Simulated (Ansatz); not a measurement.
**Geometry relaxation of C11H (part 2 of 3)**

Continued. System: C11H (slab, 12 atoms in the cell). Method: DFT PBE+D3(BJ), scalar-relativistic, plane waves, PAW, no spin polarisation (Ansatz 0.2.0); cutoff 420 eV, 12×12×1 k-mesh, Gaussian smearing of 0.1 eV. The structure derives from a Materials Project entry. The input holds or restrains some coordinates. Forces given for the steps count only the free coordinates. It belongs to a series of runs on one base structure; here: CH put at a hollow C-C site.

Geometry of the input (Å; fractional positions):
```
2.4655  0.0000  0.0000
-1.2328  2.1341  0.0000
0.0000  0.0000  33.6980
C  0.0833  0.1666  0.2522
C  0.4167  0.8334  0.2522
C  0.5833  0.1666  0.3531
C  0.9167  0.8334  0.3531
C  0.0833  0.1666  0.4540
C  0.4167  0.8334  0.4540
C  0.5833  0.1666  0.5549
C  0.9167  0.8334  0.5549
C  0.0833  0.1666  0.6558
C  0.4167  0.8334  0.6558
C  0.7500  0.5000  0.6718
H  0.7500  0.5000  0.7044
```

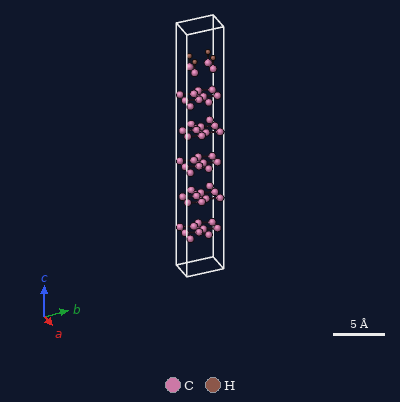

**Figure 1.** The geometry at step 18 of the log (ball-and-stick view of the 2 × 2 repeat of the cell, with the vacuum cut short, seen slightly off an axis).

Output, continued
```
relax step  15: F+E_penalty+E_count = -2773.39713440 eV  Δ(F+E_penalty+E_count) = -5.211e-3 eV  max|allowed force component| = 1.235e-1 eV/Å  Δτ_max = 0.1964 Å  (10 SCF iters, dr2 threshold 3.54e-6 eV, accepted)
SCF 16 converged in 7 iterations: F = -2773.396864 eV  dr2 = 7.61e-7
relax step  16: F+E_penalty+E_count = -2773.39686441 eV  Δ(F+E_penalty+E_count) = +2.700e-4 eV  max|allowed force component| = 1.325e-1 eV/Å  Δτ_max = 0.1943 Å  (7 SCF iters, dr2 threshold 1.53e-5 eV, rejected (line search))
SCF 17 converged in 11 iterations: F = -2773.399608 eV  dr2 = 8.58e-11
relax step  17: F+E_penalty+E_count = -2773.39960790 eV  Δ(F+E_penalty+E_count) = -2.474e-3 eV  max|allowed force component| = 8.014e-2 eV/Å  Δτ_max = 0.0930 Å  (11 SCF iters, accepted)
SCF 18 converged in 9 iterations: F = -2773.400169 eV  dr2 = 1.07e-8
relax step  18: F+E_penalty+E_count = -2773.40016918 eV  Δ(F+E_penalty+E_count) = -5.613e-4 eV  max|allowed force component| = 1.619e-2 eV/Å  Δτ_max = 0.0961 Å  (9 SCF iters, dr2 threshold 2.70e-6 eV, accepted)
SCF 19 converged in 2 iterations: F = -2773.400169 eV  dr2 = 8.98e-9
relax step  19: F+E_penalty+E_count = -2773.40016919 eV  Δ(F+E_penalty+E_count) = -3.789e-9 eV  max|allowed force component| = 1.619e-2 eV/Å  Δτ_max = 0.0000 Å  (2 SCF iters, accepted)
SCF 20 converged in 10 iterations: F = -2773.400219 eV  dr2 = 2.49e-10
relax step  20: F+E_penalty+E_count = -2773.40021866 eV  Δ(F+E_penalty+E_count) = -4.947e-5 eV  max|allowed force component| = 1.611e-2 eV/Å  Δτ_max = 0.1003 Å  (10 SCF iters, accepted)
SCF iter   1: F=—  HF=-2773.414316 eV  |F-HF|=—  |Δ(HF+E_count)|=         —  Δρ=8.01e-3  dr2=7.36e-2  ethr=1.66e-3  p=0.004 e·Å  D=4.18e-3 V/Å  ΔV_dip=-0.14 eV  dr2_dipole=1.54e-2  V_vac-E_F(+/−)=4.12/4.26 eV  ⟨swp⟩=3.3  Hψ=3800  notcnv=0  defer=73
efield: sawtooth ramp at fractional position 0.9583 (handed on by an earlier solve), width 0.0400; the density the first Hamiltonian is built on has a dipole p = 0.004 e·Å; the dipole correction subtracts the counter field D = 4.18e-3 V/Å, which shifts the + side's vacuum level by -0.14 eV against the − side's; the planar-averaged density in the ramp window peaks in size at 2.4e-6 e/Å³
preconditioner: auto → LDOS  [metal: Δε(μ)=0.031 eV  Ē_g=14.529 eV  σ=0.100 eV  W_gap=0.17  n_scr=22 (ndim 8)  ℏωp=18.7 eV  f_vac=0.392  D(μ)=0.99/eV (n_scr^D=10)  β→1.0]
SCF iter   2: F=—  HF=-2773.407739 eV  |F-HF|=—  |Δ(HF+E_count)|=   6.58e-3  Δρ=2.60e-3  dr2=2.24e-2  ethr=1.64e-4  p=0.006 e·Å  D=6.54e-3 V/Å  ΔV_dip=-0.22 eV  dr2_dipole=3.89e-4  V_vac-E_F(+/−)=4.06/4.28 eV  ⟨swp⟩=2.1  Hψ=2848  notcnv=0  defer=170
SCF iter   3: F=—  HF=-2773.400824 eV  |F-HF|=—  |Δ(HF+E_count)|=   6.91e-3  Δρ=6.07e-4  dr2=2.05e-3  ethr=4.97e-5  p=0.005 e·Å  D=5.03e-3 V/Å  ΔV_dip=-0.17 eV  dr2_dipole=2.67e-4  V_vac-E_F(+/−)=4.12/4.29 eV  ⟨swp⟩=2.1  Hψ=2080  notcnv=0  defer=170
SCF iter   4: F=—  HF=-2773.400498 eV  |F-HF|=—  |Δ(HF+E_count)|=   3.27e-4  Δρ=1.76e-4  dr2=1.07e-4  ethr=4.56e-6  p=0.004 e·Å  D=4.21e-3 V/Å  ΔV_dip=-0.14 eV  dr2_dipole=2.85e-5  V_vac-E_F(+/−)=4.15/4.29 eV  ⟨swp⟩=2.0  Hψ=1726  notcnv=0  defer=170
SCF iter   5: F=—  HF=-2773.400483 eV  |F-HF|=—  |Δ(HF+E_count)|=   1.47e-5  Δρ=3.67e-5  dr2=5.92e-6  ethr=2.37e-7  p=0.004 e·Å  D=4.21e-3 V/Å  ΔV_dip=-0.14 eV  dr2_dipole=7.66e-7  V_vac-E_F(+/−)=4.15/4.29 eV  ⟨swp⟩=2.0  Hψ=1817  notcnv=0  defer=170
SCF iter   6: F=—  HF=-2773.400489 eV  |F-HF|=—  |Δ(HF+E_count)|=   6.08e-6  Δρ=1.24e-5  dr2=4.22e-7  ethr=1.32e-8  p=0.004 e·Å  D=4.19e-3 V/Å  ΔV_dip=-0.14 eV  dr2_dipole=3.99e-8  V_vac-E_F(+/−)=4.15/4.29 eV  ⟨swp⟩=2.0  Hψ=1985  notcnv=0  defer=155
iter 7 did not close the SCF: its close was put off until two iterations running show no level that it waits for move by more than its bar (scf_convergence_deferred on its scf_iter line)
SCF iter   7: F=-2773.400489 eV  HF=-2773.400489 eV  |F-HF|=1.57e-7  |Δ(HF+E_count)|=   4.33e-7  Δρ=5.61e-6  dr2=3.99e-8  ethr=2.22e-10  p=0.004 e·Å  D=4.17e-3 V/Å  ΔV_dip=-0.14 eV  dr2_dipole=2.84e-9  V_vac-E_F(+/−)=4.15/4.29 eV  ⟨swp⟩=18.2  Hψ=11912  notcnv=0
iter 8 did not close the SCF: its close was put off until two iterations running show no level that it waits for move by more than its bar (scf_convergence_deferred on its scf_iter line)
SCF iter   8: F=-2773.400489 eV  HF=-2773.400489 eV  |F-HF|=4.00e-9  |Δ(HF+E_count)|=   1.72e-7  Δρ=1.27e-6  dr2=2.81e-9  ethr=8.87e-11  p=0.004 e·Å  D=4.17e-3 V/Å  ΔV_dip=-0.14 eV  dr2_dipole=3.75e-10  V_vac-E_F(+/−)=4.15/4.29 eV  ⟨swp⟩=9.7  Hψ=9612  notcnv=0
SCF iter   9: F=-2773.400489 eV  HF=-2773.400489 eV  |F-HF|=1.05e-10  |Δ(HF+E_count)|=   5.08e-9  Δρ=3.53e-7  dr2=3.83e-10  ethr=6.24e-12  p=0.004 e·Å  D=4.17e-3 V/Å  ΔV_dip=-0.14 eV  dr2_dipole=1.95e-10  V_vac-E_F(+/−)=4.15/4.29 eV  ⟨swp⟩=6.6  Hψ=7951  notcnv=0
SCF 21 converged in 9 iterations: F = -2773.400489 eV  dr2 = 3.83e-10
relax step  21: F+E_penalty+E_count = -2773.40048947 eV  Δ(F+E_penalty+E_count) = -2.708e-4 eV  max|allowed force component| = 1.676e-3 eV/Å  Δτ_max = 0.0614 Å  (9 SCF iters, accepted)
```

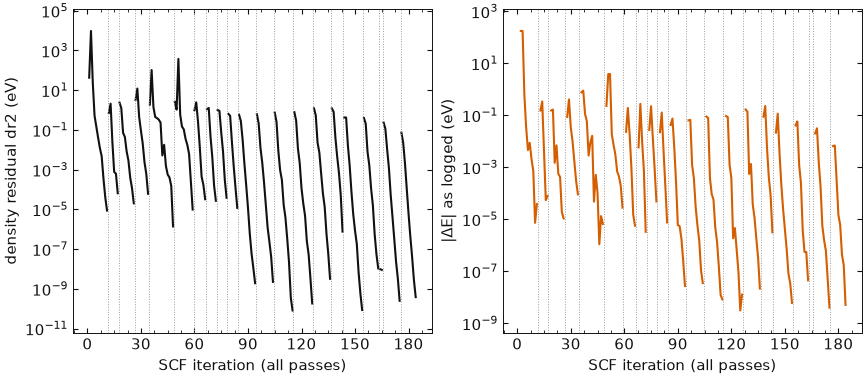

**Figure 2.** Convergence of the self-consistent field: density residual dr2 and size of the energy change against the SCF iteration. The dotted lines part the SCF passes of the relaxation: geometry steps, rejected trials and re-solves on a re-selected basis. The 21 passes take 2 to 14 iterations each, 184 in all.

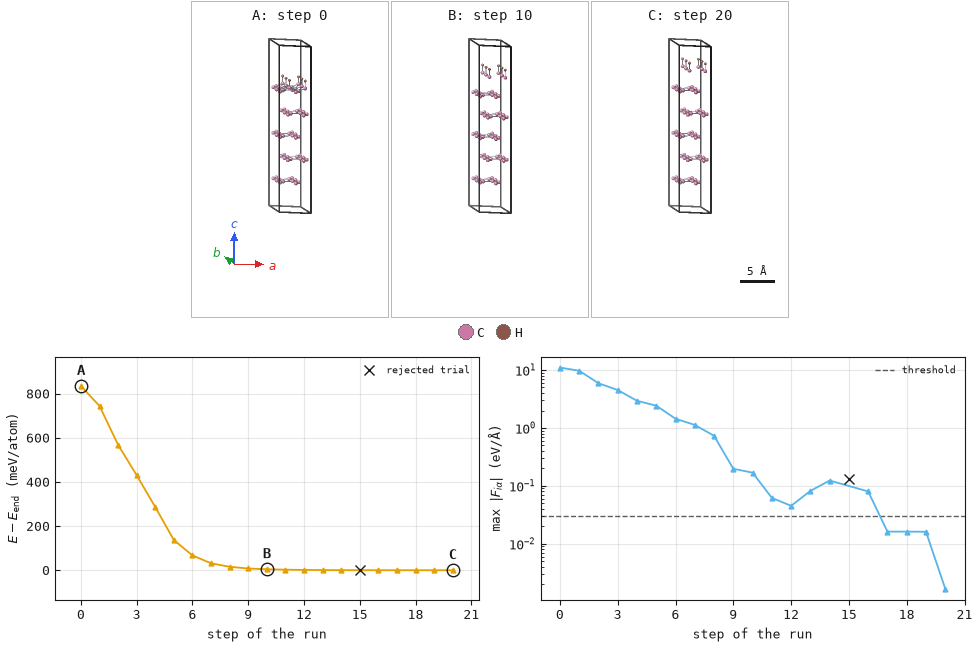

**Figure 3.** Frames of the restrained relaxation (ball-and-stick view of the 2 × 3 repeat of the cell, with the vacuum cut short, seen slightly off an axis) above the curves, on which the letters mark them (the first geometry is step 0 here and step 1 in the log).

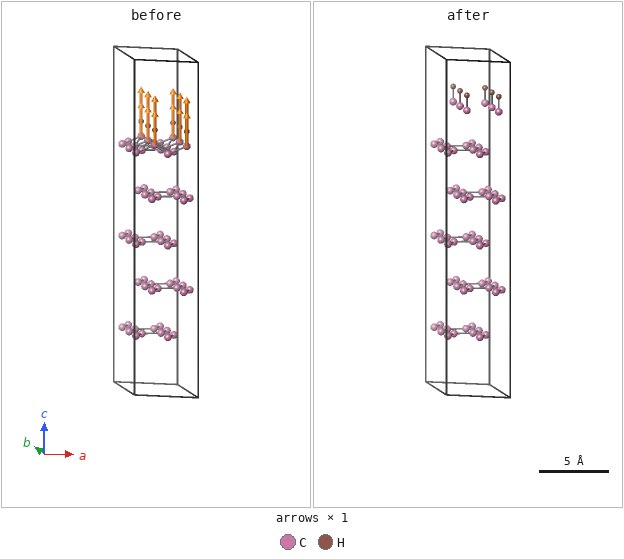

**Figure 4.** Before (left) and after (right) the restrained relaxation, at one scale (ball-and-stick view of the 2 × 3 repeat of the cell, with the vacuum cut short, seen slightly off an axis). The orange arrows give the displacements, at true length. The largest move is that of H12, 2.58 Å. By element the largest moves are H 2.58 Å, C 2.56 Å. The cell doesn't change. Among the contacts that change: C10–C11 1.522 → 3.424 Å, C11–H12 1.100 → 1.123 Å. Bonds break: C10–C11 (1.52 → 3.42 Å), C9–C11 (1.52 → 3.42 Å). After 20 geometry steps the energy has fallen by 835 meV per atom. Largest force component: 11 eV/Å at the start, 0.0017 eV/Å at the end. The line search rejected the trial step at point 15 (counted from 0) and went back. (Atoms are counted from 1 in the order of the input.)

```
WARN: The output density's exchange-correlation potential varies sharply where the density is thin. Do not read a vacuum level from v_tot or v_xc, or from such a field of the output density. On a cell that repeats whose density bears no net charge and no dipole along the vacuum's axis use v_es (v_loc + v_h of the components); under efield.dipole_correction with no amplitude use v_es + v_field, which holds any external_charges[].barrier, or the levels of the report's work_function block, which leave it out; under a non-zero efield.amplitude the vacuum is tilted and has no level; on a cell that repeats and bears such a dipole with no correction it is tilted too, and efield.dipole_correction with no amplitude gives each side of its ramp a level where efield: is served; in a cell that repeats whose density bears a net charge (total_charge, or a fill off its count) it is curved and has none; of a slab under crystal.periodic whose density bears no net charge use v_es, which has a level on each side, short of where the two are joined; of another it falls or rises all the way out and has none; of a slab beside external_charges read slab_vacuum_level instead, which it has where they leave it neutral. The grid or the basis barely resolves most such structure, and the values can differ between equally converged runs; as a rule a tighter scf.convergence.dr2_threshold does not remove it. Where the density itself ripples (under the LDA too) a higher basis.ecutwfc lessens it. The files hold the spikes' plane waves up to the density's cutoff. Files: v_tot_of_output_density and the like, and their columns of v_z.tsv (output.write_potential); v_xc_of_output_density and the like, and their columns of v_comp_z.tsv (output.write_potential_components). Measured: with its Gaussian average of σ = 0.25 Å subtracted twice, the exchange-correlation potential is over 0.1 eV at 30 of the grid points where the equally averaged density (valence and model cores) is under 1e-3 e/Å³, and 0.181 eV at the most among them, at an averaged density of 4.4e-8 e/Å³. The input density's (outcome.potential() and, of a run that writes arrays, v_tot and v_xc) is over 0.1 eV, so measured, at 4 points of its own thin density, 0.139 eV at the most. See output.write_potential in the manual, Limitations
SCF converged after 9 iterations
Free energy (F): -2773.400489 eV
Harris-Foulkes:  -2773.400489 eV  (|F-HF|=1.05e-10)
Internal energy: -2773.394954 eV  (E = F + TS)
E sigma→0 (E₀):  -2773.397722 eV
Entropy (-TS):   -0.005536 eV (-0.461 meV/atom)
Fermi energy:    1.777908 eV
Dipole field:    D = 0.004153 V/Å  (p = 0.004070 e·Å, saw-weighted, corrected)
Work function:   Φ+ = 4.1503 eV   Φ− = 4.2903 eV
Levels:          The Fermi level and band energies are counted from a zero that moves with the ramp; work functions are not
--- Per-component energies (eV) ---
  E_band       = -301.174221
  E_kinetic    = 998.661035
  E_local      = -37878.126655  (includes V_loc(G=0)·N_el)
  E_nonlocal   = 302.610084
  E_hartree    = 18504.644581
  E_xc         = -533.211549
  E_vxc        = -660.247530  (∫ρ·V_xc dr)
  E_paw        = -1091.577234  (= ΣΔE_a)
  E_vpaw       = -73.303700  (= ΣTr[D̂ρ^β])
  E_aug_tail   = -0.001251  (compensation charges beyond the density's cutoff)
  E_efield     = 0.000008  (sawtooth field / dipole correction)
  E_vefield    = -0.055950  (∫n·V_field dr)
  E_ewald      = 16925.246706
  E_disp       = -1.640678  (pairwise vdW)
  E_smearing   = -0.005536  (= −TS)
  E_closure    = -0.000000  (closes the sum)
  Σ components = -2773.400489   (vs F -2773.400489, Δ=0.00e0)
--- Forces (eV/Å), atoms counted from 1 ---
  atom   1  C      0.00000000    -0.01363247     0.00130776
  atom   2  C     -0.00000000     0.01363247     0.00130776
  atom   3  C      0.00000000    -0.00034770    -0.00026935
  atom   4  C     -0.00000000     0.00034770    -0.00026935
  atom   5  C     -0.00000000     0.00021197    -0.00167635
  atom   6  C      0.00000000    -0.00021197    -0.00167635
  atom   7  C     -0.00000000     0.00085865     0.00056750
  atom   8  C      0.00000000    -0.00085865     0.00056750
  atom   9  C     -0.00000000     0.00095555    -0.00047809
  atom  10  C      0.00000000    -0.00095555    -0.00047809
  atom  11  C      0.00000000     0.00000000     0.00143341
  atom  12  H      0.00000000     0.00000000    -0.00030311
  max |Σ_I F_I| component: 3.33e-5 eV/Å
--- Band table (eV; the first three rows and the last of 43) ---
  k-point 0: bands = ["-17.8039", "-17.7074", "-17.6190", "-17.4881", "-16.6368", "-11.2224", "-6.4884", "-6.0732", "-5.5482", "-5.0741", "-4.5629", "-2.5604", "-1.2415", "-1.2320", "-1.2190", "-1.2135", "-1.1778", "-1.1591", "-1.0450", "-1.0153", "-0.1773", "-0.1616", "4.8352", "5.3603", "6.2437", "6.6162", "7.0592", "7.5492", "7.5543", "7.8996", "8.2859", "9.5163", "9.8642", "10.1247", "10.1428"]
  k-point 1: bands = ["-17.6388", "-17.5431", "-17.4555", "-17.3245", "-16.4729", "-11.0570", "-6.2881", "-5.8750", "-5.3528", "-4.8819", "-4.3720", "-2.4137", "-1.8854", "-1.8647", "-1.8117", "-1.6682", "-1.5819", "-1.5586", "-1.5170", "-1.3835", "-0.8266", "-0.5018", "5.0405", "5.5815", "6.4663", "6.8167", "6.9807", "7.2780", "7.3952", "8.0972", "8.5007", "9.6918", "10.0585", "10.2158", "10.2389"]
  k-point 2: bands = ["-17.1453", "-17.0517", "-16.9666", "-16.8355", "-15.9830", "-10.5696", "-5.6924", "-5.2855", "-4.7723", "-4.3115", "-3.8065", "-3.5308", "-3.5018", "-3.4517", "-3.3090", "-2.4610", "-2.3784", "-2.3538", "-2.3113", "-2.1767", "-1.9921", "-1.2982", "5.4096", "5.7529", "6.2446", "6.9976", "7.1321", "7.4335", "7.9314", "8.6825", "9.1378", "10.0676", "10.0950", "10.2286", "10.3497"]
```
